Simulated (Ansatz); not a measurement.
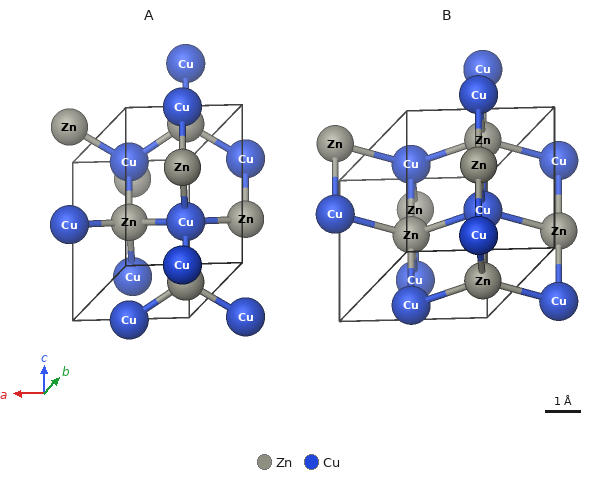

Two geometries of crystalline ZnCu (built on the wurtzite_186 type) (coarse preliminary run), drawn at one scale. One is the start of a relaxation, the other its converged end. The picture is a ball-and-stick view of the cell of the calculation, seen from a free direction.

Method: DFT PBE, scalar-relativistic, plane waves, PAW in Ansatz 0.2.0. Set-up: plane-wave cutoff 420 eV; k-point mesh 6 × 6 × 4; occupations gaussian; smearing width 0.1 eV; no spin polarisation; cell and atoms relaxed; force threshold 0.04 eV/Å; at most 70 steps.

> Which geometry has the lower energy?

Structure B is the relaxed one. Case: wurtzite type (P6_3mc, No. 186). The largest moves relative to the cell, 0.28 Å, are those of Zn and Cu atoms. Largest moves by element: Cu 0.28 Å, Zn 0.28 Å. The drawn cell changes as follows: a = b 3.353 → 4.257 Å (+26.9 %), c 5.370 → 4.786 Å (−10.9 %); the volume changes by +43.6 %. Near-neighbour distances that change, for instance: Cu–Zn 3.318 → 2.393 Å, Cu–Zn 2.037 → 2.458 Å, Cu–Zn 2.052 → 2.392 Å. New bonds form: Cu–Zn (3.32 → 2.39 Å). Bond angles that change, for instance: Zn–Cu–Zn 108.1° → 90.0°, Cu–Zn–Cu 108.1° → 90.0°, Zn–Cu–Zn 110.8° → 120.0°. The space group (tolerance 0.01 Å) goes from P6_3mc (No. 186) to P6_3/mmc (No. 194). Over 13 accepted moves (16 points after the start) the energy falls by 1315 meV per atom. Largest force component: 0.095 eV/Å at the start, 0.0037 eV/Å at the end. The pressure goes from 67.87 to 0.05 GPa. The line search rejected the trial step at point 9 of the run. The SCF was repeated twice at an unchanged geometry on a basis and grid sized afresh for the cell, which shifted the energy by 88.0 meV per atom at most. The run took of the order of 2.8 core-minutes on a shared host.
